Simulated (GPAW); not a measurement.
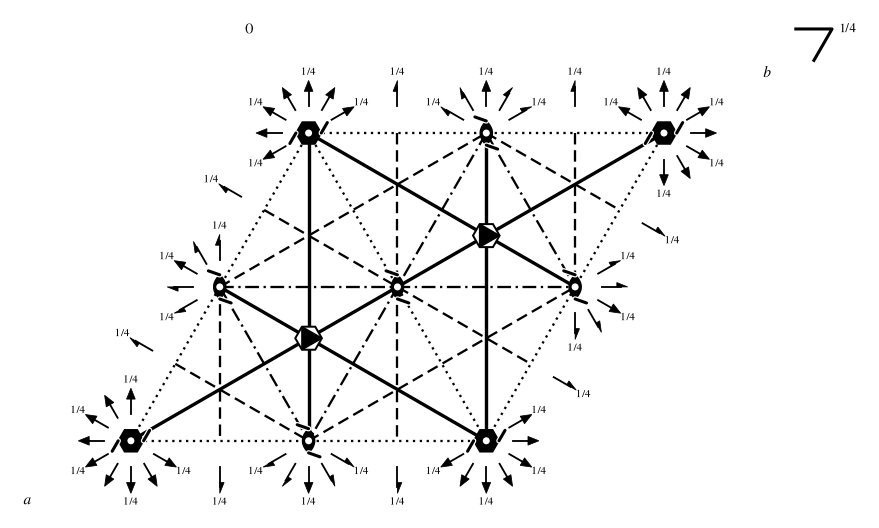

Symmetry elements of a space group, projected down c, computed from the operations of a computed or model structure of composition Ti3SiC2.

Graphical symbols as in the International Tables (origin upper left, heights as fractions; handed screw axes are marked by their printed symbols).

### Which space group is it?

No. 194, P6_3/mmc; primitive hexagonal, point group 6/mmm, 24 general positions a cell.

### List the elements shown.

−6 axes along c at (1/3, 2/3), (2/3, 1/3); 6₃ axes along c at (0, 0); 2₁ axes along c at (0, 1/2), (1/2, 0), (1/2, 1/2); inversion centres at (0, 0), (0, 1/2), (1/2, 0), (1/2, 1/2); mirror planes holding c and [1 2 0] or [2 1 0] or [−1 1 0]; in-plane glide planes holding c and [1 2 0] or [2 1 0] or [−1 1 0]; c glide planes normal to a*, at x = 0; n glide planes normal to a*, at x = 1/2; c glide planes normal to b*, at y = 0; n glide planes normal to b*, at y = 1/2; c glide planes holding c and [1 1 0]; diagonal glide planes holding c and [1 1 0]; a mirror plane normal to c at height 1/4; 2 axes along [1 1 0] at height 0; 2 axes along [1 2 0] at height 1/4; 2 axes along [2 1 0] at height 1/4; 2 axes along [−1 1 0] at height 1/4; 2 axes along a at height 0; 2 axes along b at height 0; 2₁ axes along [1 1 0] at height 0; 2₁ axes along [1 2 0] at height 1/4; 2₁ axes along [2 1 0] at height 1/4; 2₁ axes along [−1 1 0] at height 1/4; 2₁ axes along a at height 0; 2₁ axes along b at height 0. Heights repeat every half period; positions are (a, b) fractions, modulo 1.
